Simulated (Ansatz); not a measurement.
# Ti$_{9}$O$_{16}$ (charge +4): geometry relaxation (part 1 of 3)

- system: Ti$_{9}$O$_{16}$ (defect cell, 25 atoms in the cell, total charge +4)
- method: DFT PBE, scalar-relativistic, plane waves, PAW, no spin polarisation (Ansatz 0.2.0)

The structure derives from an entry of the Crystallography Open Database. Figures and captions count atoms from 1; the log counts them from 0 in places.

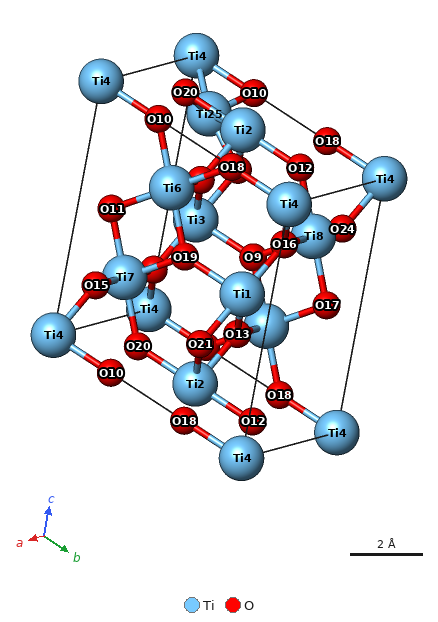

The structure as given in the input (ball-and-stick view of the cell of the calculation, seen slightly off an axis; atoms are numbered from 1 in the order of the input).

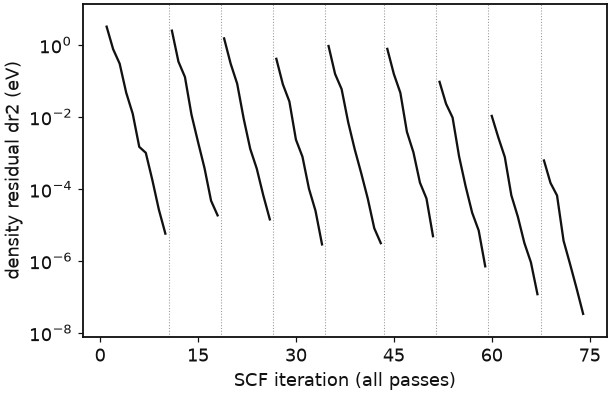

Convergence of the self-consistent field: density residual dr2 against the SCF iteration. The dotted lines part the SCF passes of the relaxation: geometry steps, rejected trials and re-solves on a re-selected basis. The 9 passes take 7 to 10 iterations each, 74 in all.

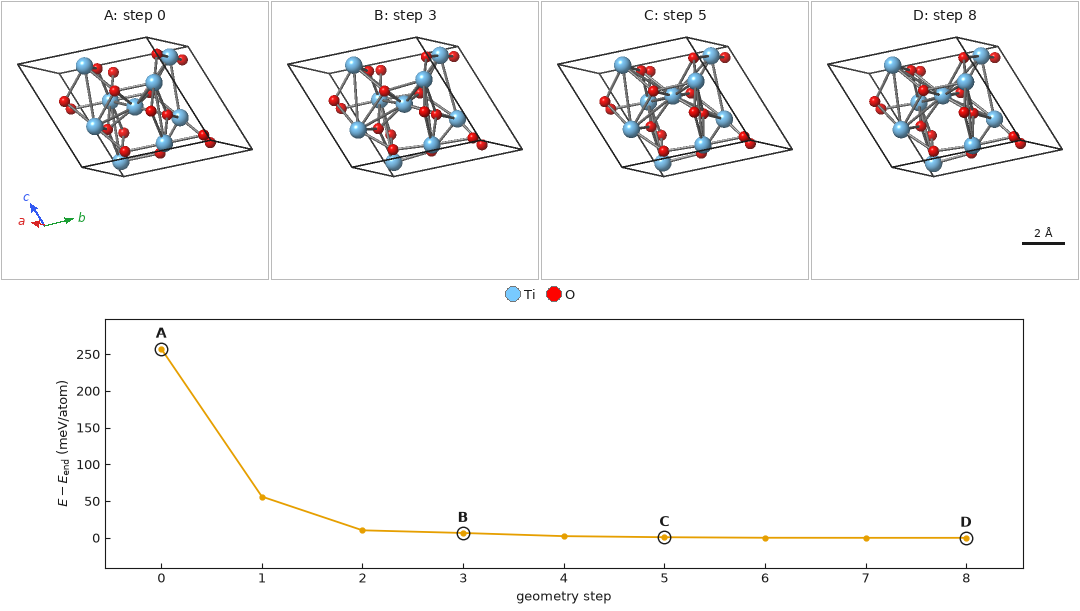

Frames of the relaxation (ball-and-stick view of the cell of the calculation (origin shifted), seen at an oblique angle) above the curves, on which the letters mark them (the first geometry is step 0 here and step 1 in the log).

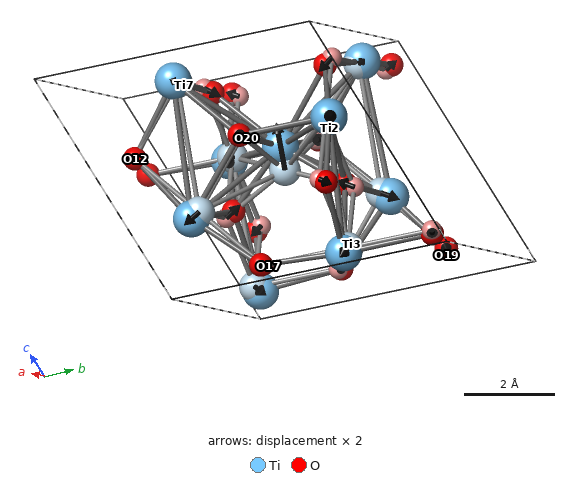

Start (faint) and end (solid) with the displacements as black arrows, magnified 2 times (ball-and-stick view of the cell of the calculation (origin shifted), seen at an oblique angle). Over 8 geometry steps the energy falls by 257 meV per atom. Largest force component: 9.7 eV/Å at the start, 0.0071 eV/Å at the end. The largest move is that of Ti25, 0.55 Å. Largest moves by element: Ti 0.55 Å, O 0.23 Å. The cell doesn't change. Among the contacts that change: O13–Ti25 2.811 → 2.155 Å, O23–Ti25 2.745 → 2.155 Å, Ti6–Ti25 2.382 → 2.848 Å, Ti4–Ti25 2.332 → 2.693 Å. Among the angles that change: Ti5–O10–Ti25 117.8° → 98.6°, Ti6–O14–Ti25 75.2° → 92.0°, Ti1–O24–Ti25 113.9° → 129.4°. (Atoms are counted from 1 in the order of the input.)

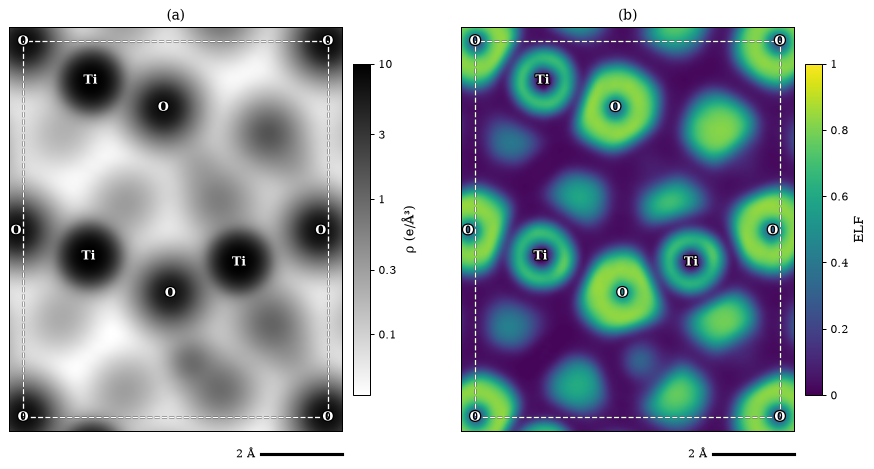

(a) valence pseudo-density; (b) electron localisation function on the (110) plane of the calculation cell. The plane passes through Ti and O nuclei. Ti–O (1.89 Å): ρ at the midpoint is about 0.84 e/Å³; the ELF is about 0.25 at the midpoint. Ti–O (1.91 Å): ρ is about 0.8 e/Å³ halfway; the ELF is about 0.25 at the midpoint. Ti–O (1.93 Å): the density is about 0.75 e/Å³ at the midpoint; the ELF is about 0.20 at the midpoint. Away from the nuclei the density in this plane falls to 0.04 e/Å³ at its lowest. The strong features right at Ti lie inside the PAW spheres (semicore, d or f shells) and say nothing about bonding. The fields are those of the smooth PAW valence density.

The input that produced these results follows, with the program's output.

Input:
```yaml
crystal:
  lattice:
    - [-4.6432750096, 4.6432750096, 0.0]
    - [4.6432750096, 4.6432750096, 0.0]
    - [0.0, -4.6432750096, -5.9277640514]
  atoms:
    - { symbol: Ti, position: [0.75, 0.75, 0.5] }
    - { symbol: Ti, position: [0.5, 0.5, 0.0] }
    - { symbol: Ti, position: [0.25, 0.25, 0.5] }
    - { symbol: Ti, position: [0.0, 0.0, 0.0] }
    - { symbol: Ti, position: [0.125, 0.625, 0.25] }
    - { symbol: Ti, position: [0.875, 0.375, 0.75] }
    - { symbol: Ti, position: [0.625, 0.125, 0.25] }
    - { symbol: Ti, position: [0.375, 0.875, 0.75] }
    - { symbol: O, position: [0.25, 0.5551282514, 0.5] }
    - { symbol: O, position: [0.0, 0.3051282514, 0.0] }
    - { symbol: O, position: [0.75, 0.0551282514, 0.5] }
    - { symbol: O, position: [0.5, 0.8051282514, 0.0] }
    - { symbol: O, position: [0.4301282514, 0.625, 0.25] }
    - { symbol: O, position: [0.1801282514, 0.375, 0.75] }
    - { symbol: O, position: [0.9301282514, 0.125, 0.25] }
    - { symbol: O, position: [0.6801282514, 0.875, 0.75] }
    - { symbol: O, position: [0.25, 0.9448717486, 0.5] }
    - { symbol: O, position: [0.0, 0.6948717486, 0.0] }
    - { symbol: O, position: [0.75, 0.4448717486, 0.5] }
    - { symbol: O, position: [0.5, 0.1948717486, 0.0] }
    - { symbol: O, position: [0.8198717486, 0.625, 0.25] }
    - { symbol: O, position: [0.5698717486, 0.375, 0.75] }
    - { symbol: O, position: [0.3198717486, 0.125, 0.25] }
    - { symbol: O, position: [0.0698717486, 0.875, 0.75] }
    - { symbol: Ti, position: [0.1701957902, 0.1843251761, 0.8774365843] }
total_charge: 4
basis:
  ecutwfc: 420
  xc_grid: 2
kpoints:
  mp_grid: { grid: [3, 3, 3], shift: [0.0, 0.0, 0.0] }
hamiltonian:
  xc: pbe
scf:
  occupations: { method: gaussian, width: 0.02 }
output:
  forces: true
  stress: false
  eigenvalues: true
  write_density: true
  write_potential: true
  elf: true
  volumetric_format: npy
relax:
  adjacent_minimum: "off"
  f_tol: 0.02
  max_steps: 60
```

Command:
```bash
ansatz run input.yaml --threads 4 --pin off --max-ram 10240MiB --backend cpu --events-out ev --progress --plain --runs-dir out
```

Log:
```
Engine: ansatz 0.2.0, x86_64-unknown-linux-gnu
Pseudopotentials: kind: paw
Pseudopotential: Ti, paw, valence charge 12, recommended cutoff 420 eV (normal), Ti.paw.azcp
Pseudopotential: O, paw, valence charge 6, recommended cutoff 420 eV (normal), O.paw.azcp
Functional definition: PBE
  parameter kappa = 0.804
  parameter beta = 0.06672455060314922
  exchange = pbe_x(kappa = kappa, mu = beta*pi^2/3)
  correlation = pbe_c(beta = beta)
Crystal: 25 atoms, lattice volume = 255.605 Å³
Basis set: ecut = 420 eV, 4995 PW (Γ), exchange–correlation on 90×90×108 points (8 copies of the dense FFT grid, shifted against one another)
Bands: 125, of which v1, the nominal top of the filled ones, is band 100 counted from 1 (99 counted from 0)
Symmetry: 1 space group operations
Space group: P1 (ITA 1), of the structure as read, at distance tolerance 6.3e-5 Å
k-points: 14 of 27 (time reversal used)
Non-local potential: Ti, projectors of the file, l = 0: 3, l = 1: 2, l = 2: 3, l = 3: 1
Non-local potential: O, projectors of the file, l = 0: 2, l = 1: 2, l = 2: 1
PAW form: soft (Blöchl's): semilocal exchange-correlation on the pseudo side does not see the compensation charge
PAW one-centre angular grid: Ti, 590 points (default); XC on 64 Gauss nodes
PAW one-centre angular grid: O, 110 points (default); XC on 64 Gauss nodes
Initial density: superposition of atomic densities (neutral atoms scaled as one to the charged cell's electrons: chi_scale 0, normalization atom), corrected by the library's trained network
Initial wavefunctions: pseudopotential atomic-orbital guess
Functional: x = pbe(κ = 0.804, μ = 0.2195149727645171), c = pbe(β = 0.06672455060314922)
SCF iter   1: F=—  HF=-31651.817624 eV  |F-HF|=—  |Δ(HF+E_count)|=         —  Δρ=3.92e-2  dr2=3.27e0  ethr=1.77e-3  ⟨swp⟩=5.1  Hψ=6395  notcnv=0  defer=178
preconditioner: auto → Resta (q_TF=auto, 2.619 Å⁻¹)  ε∞=9.4  [insulator: Δε(μ)=0.701 eV  Ē_g=9.076 eV  σ=0.020 eV  W_gap=1.00  n_scr=68 (ndim 8)  ℏωp=26.3 eV  f_vac=0.027  D(μ)=0.00/eV (n_scr^D=0)  ε∞_Penn≈9.4]
SCF iter   2: F=—  HF=-31651.085789 eV  |F-HF|=—  |Δ(HF+E_count)|=   7.32e-1  Δρ=2.00e-2  dr2=7.71e-1  ethr=1.63e-3  ⟨swp⟩=2.0  Hψ=2654  notcnv=0  defer=290
SCF iter   3: F=—  HF=-31651.014828 eV  |F-HF|=—  |Δ(HF+E_count)|=   7.10e-2  Δρ=1.04e-2  dr2=3.05e-1  ethr=3.85e-4  ⟨swp⟩=2.7  Hψ=2330  notcnv=0  defer=290
SCF iter   4: F=—  HF=-31650.990914 eV  |F-HF|=—  |Δ(HF+E_count)|=   2.39e-2  Δρ=3.90e-3  dr2=4.77e-2  ethr=1.53e-4  ⟨swp⟩=2.0  Hψ=2348  notcnv=0  defer=290
SCF iter   5: F=—  HF=-31650.990936 eV  |F-HF|=—  |Δ(HF+E_count)|=   2.19e-5  Δρ=2.11e-3  dr2=1.24e-2  ethr=2.38e-5  ⟨swp⟩=3.0  Hψ=2433  notcnv=0  defer=290
SCF iter   6: F=—  HF=-31650.990833 eV  |F-HF|=—  |Δ(HF+E_count)|=   1.04e-4  Δρ=6.56e-4  dr2=1.49e-3  ethr=6.19e-6  ⟨swp⟩=2.0  Hψ=2192  notcnv=0  defer=290
SCF iter   7: F=—  HF=-31650.991216 eV  |F-HF|=—  |Δ(HF+E_count)|=   3.83e-4  Δρ=5.94e-4  dr2=1.02e-3  ethr=7.46e-7  ⟨swp⟩=2.0  Hψ=2597  notcnv=0  defer=290
SCF iter   8: F=—  HF=-31650.991247 eV  |F-HF|=—  |Δ(HF+E_count)|=   3.07e-5  Δρ=2.33e-4  dr2=1.80e-4  ethr=5.09e-7  ⟨swp⟩=2.0  Hψ=2084  notcnv=0  defer=290
SCF iter   9: F=—  HF=-31650.991252 eV  |F-HF|=—  |Δ(HF+E_count)|=   5.48e-6  Δρ=9.23e-5  dr2=2.70e-5  ethr=8.99e-8  ⟨swp⟩=2.0  Hψ=2132  notcnv=0  defer=290
SCF iter  10: F=-31650.991262 eV  HF=-31650.991263 eV  |F-HF|=4.60e-7  |Δ(HF+E_count)|=   1.06e-5  Δρ=4.14e-5  dr2=5.78e-6  ethr=5.00e-9  ⟨swp⟩=17.6  Hψ=16998  notcnv=0
SCF 1 converged in 10 iterations: F = -31650.991262 eV  dr2 = 5.78e-6
  greatest PAW one-centre occupation: 0.999 electrons in one spin orbital (limit 2), on the Ti atom at site 2 (counted from 0), in its partial waves of l = 0
relax step   1: F+E_penalty+E_count = -31650.99126237 eV  Δ(F+E_penalty+E_count) = +0.000e0 eV  max|allowed force component| = 9.727e0 eV/Å  Δτ_max = 0.0000 Å  (10 SCF iters, dr2 threshold 1.00e-5 eV, accepted)
Initial density: handed on by an earlier stage of this run
Initial wavefunctions: those handed on with the density
iter 1 solved again at ethr=1.23e-3 eV; its pass at ethr=3.10e-3 eV (dr2=2.47e0 eV) is discarded
SCF iter   1: F=—  HF=-31656.507173 eV  |F-HF|=—  |Δ(HF+E_count)|=         —  Δρ=2.96e-2  dr2=2.53e0  ethr=1.23e-3  ⟨swp⟩=1.0  Hψ=6601  notcnv=0  defer=76
preconditioner: auto → Resta (q_TF=auto, 2.619 Å⁻¹)  ε∞=8.6  [insulator: Δε(μ)=2.193 eV  Ē_g=9.561 eV  σ=0.020 eV  W_gap=1.00  n_scr=68 (ndim 8)  ℏωp=26.3 eV  f_vac=0.033  D(μ)=0.00/eV (n_scr^D=0)  ε∞_Penn≈8.6]
SCF iter   2: F=—  HF=-31656.095746 eV  |F-HF|=—  |Δ(HF+E_count)|=   4.11e-1  Δρ=1.37e-2  dr2=3.49e-1  ethr=1.23e-3  ⟨swp⟩=3.1  Hψ=2314  notcnv=0  defer=76
SCF iter   3: F=—  HF=-31656.043592 eV  |F-HF|=—  |Δ(HF+E_count)|=   5.22e-2  Δρ=6.77e-3  dr2=1.30e-1  ethr=1.75e-4  ⟨swp⟩=2.1  Hψ=2675  notcnv=0  defer=266
SCF iter   4: F=—  HF=-31656.024305 eV  |F-HF|=—  |Δ(HF+E_count)|=   1.93e-2  Δρ=2.27e-3  dr2=1.17e-2  ethr=6.51e-5  ⟨swp⟩=2.7  Hψ=2251  notcnv=0  defer=266
SCF iter   5: F=—  HF=-31656.022277 eV  |F-HF|=—  |Δ(HF+E_count)|=   2.03e-3  Δρ=9.07e-4  dr2=2.05e-3  ethr=5.87e-6  ⟨swp⟩=2.0  Hψ=3055  notcnv=0  defer=266
SCF iter   6: F=—  HF=-31656.022006 eV  |F-HF|=—  |Δ(HF+E_count)|=   2.71e-4  Δρ=3.86e-4  dr2=3.80e-4  ethr=1.02e-6  ⟨swp⟩=2.0  Hψ=2259  notcnv=0  defer=266
SCF iter   7: F=—  HF=-31656.022002 eV  |F-HF|=—  |Δ(HF+E_count)|=   4.36e-6  Δρ=1.28e-4  dr2=4.75e-5  ethr=5.00e-8  ⟨swp⟩=15.6  Hψ=15453  notcnv=0
SCF iter   8: F=-31656.022000 eV  HF=-31656.022011 eV  |F-HF|=1.08e-5  |Δ(HF+E_count)|=   9.17e-6  Δρ=8.31e-5  dr2=1.86e-5  ethr=2.37e-8  ⟨swp⟩=11.7  Hψ=15247  notcnv=0
SCF 2 converged in 8 iterations: F = -31656.022000 eV  dr2 = 1.86e-5
relax step   2: F+E_penalty+E_count = -31656.02200037 eV  Δ(F+E_penalty+E_count) = -5.031e0 eV  max|allowed force component| = 4.080e0 eV/Å  Δτ_max = 0.1869 Å  (8 SCF iters, dr2 threshold 1.00e-4 eV, accepted)
iter 1 solved again at ethr=7.44e-4 eV; its pass at ethr=3.10e-3 eV (dr2=1.49e0 eV) is discarded
SCF iter   1: F=—  HF=-31657.516860 eV  |F-HF|=—  |Δ(HF+E_count)|=         —  Δρ=2.72e-2  dr2=1.54e0  ethr=7.44e-4  ⟨swp⟩=1.0  Hψ=6613  notcnv=0  defer=186
preconditioner: auto → Resta (q_TF=auto, 2.619 Å⁻¹)  ε∞=8.6  [insulator: Δε(μ)=2.237 eV  Ē_g=9.559 eV  σ=0.020 eV  W_gap=1.00  n_scr=68 (ndim 8)  ℏωp=26.3 eV  f_vac=0.033  D(μ)=0.00/eV (n_scr^D=0)  ε∞_Penn≈8.6]
SCF iter   2: F=—  HF=-31657.235656 eV  |F-HF|=—  |Δ(HF+E_count)|=   2.81e-1  Δρ=1.26e-2  dr2=3.06e-1  ethr=7.44e-4  ⟨swp⟩=2.6  Hψ=2502  notcnv=0  defer=186
SCF iter   3: F=—  HF=-31657.184675 eV  |F-HF|=—  |Δ(HF+E_count)|=   5.10e-2  Δρ=5.66e-3  dr2=8.47e-2  ethr=1.53e-4  ⟨swp⟩=2.1  Hψ=2687  notcnv=0  defer=256
SCF iter   4: F=—  HF=-31657.170579 eV  |F-HF|=—  |Δ(HF+E_count)|=   1.41e-2  Δρ=1.73e-3  dr2=9.02e-3  ethr=4.23e-5  ⟨swp⟩=2.0  Hψ=2543  notcnv=0  defer=256
SCF iter   5: F=—  HF=-31657.169249 eV  |F-HF|=—  |Δ(HF+E_count)|=   1.33e-3  Δρ=7.24e-4  dr2=1.31e-3  ethr=4.51e-6  ⟨swp⟩=2.0  Hψ=2395  notcnv=0  defer=256
SCF iter   6: F=—  HF=-31657.169211 eV  |F-HF|=—  |Δ(HF+E_count)|=   3.74e-5  Δρ=3.90e-4  dr2=3.70e-4  ethr=6.53e-7  ⟨swp⟩=2.0  Hψ=2278  notcnv=0  defer=256
SCF iter   7: F=—  HF=-31657.169197 eV  |F-HF|=—  |Δ(HF+E_count)|=   1.38e-5  Δρ=1.56e-4  dr2=6.70e-5  ethr=5.00e-8  ⟨swp⟩=16.1  Hψ=15516  notcnv=0
SCF iter   8: F=-31657.169202 eV  HF=-31657.169206 eV  |F-HF|=4.09e-6  |Δ(HF+E_count)|=   8.15e-6  Δρ=7.17e-5  dr2=1.44e-5  ethr=3.35e-8  ⟨swp⟩=12.1  Hψ=15107  notcnv=0
SCF 3 converged in 8 iterations: F = -31657.169202 eV  dr2 = 1.44e-5
  greatest PAW one-centre occupation: 0.999 electrons in one spin orbital (limit 2), on the Ti atom at site 6 (counted from 0), in its partial waves of l = 0
relax step   3: F+E_penalty+E_count = -31657.16920151 eV  Δ(F+E_penalty+E_count) = -1.147e0 eV  max|allowed force component| = 3.885e-1 eV/Å  Δτ_max = 0.2000 Å  (8 SCF iters, dr2 threshold 1.00e-4 eV, accepted)
iter 1 solved again at ethr=2.08e-4 eV; its pass at ethr=3.10e-3 eV (dr2=4.16e-1 eV) is discarded
```
